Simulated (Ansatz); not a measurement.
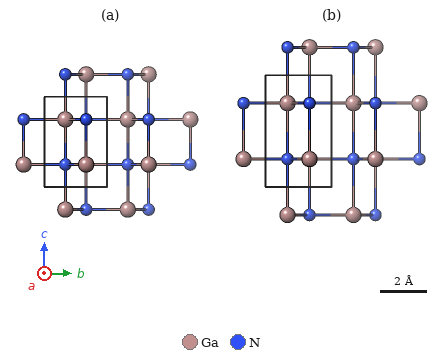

The structure of crystalline GaN (built on the h-MgO (five-fold) type) before (left) and after (right) a relaxation, at one scale.

Style: ball-and-stick. Shown: the cell of the calculation, repeated 1 × 2 × 1 with one cell outlined, along the a axis.

The calculation used DFT, PBE, plane waves, PAW in Ansatz. Settings: plane-wave cutoff 420 eV; k-point mesh 12 × 12 × 6; occupations fermi dirac; smearing width 0.02 eV; no spin polarisation; cell and atoms relaxed; force threshold 0.005 eV/Å.

Summarise the run.

Answer. The atoms keep their places relative to the cell (all moves are under 0.005 Å). The volume changes by +38.4 %, with a = b 3.148 → 3.325 Å (+5.6 %), c 3.935 → 4.881 Å (+24.0 %). Among the contacts that change: Ga–N 1.968 → 2.440 Å, Ga–N 1.818 → 1.920 Å. The space group stays P6_3/mmc (No. 194). Over 12 accepted moves (15 points after the start) the energy falls by 2.925 eV per cell of the calculation. All forces vanish by symmetry, so only the cell relaxes. The pressure goes from 98.45 to 0.01 GPa. The SCF was repeated 3 times at an unchanged geometry on a basis and grid sized afresh for the cell, which shifted the energy by 0.181 eV per cell of the calculation at most.
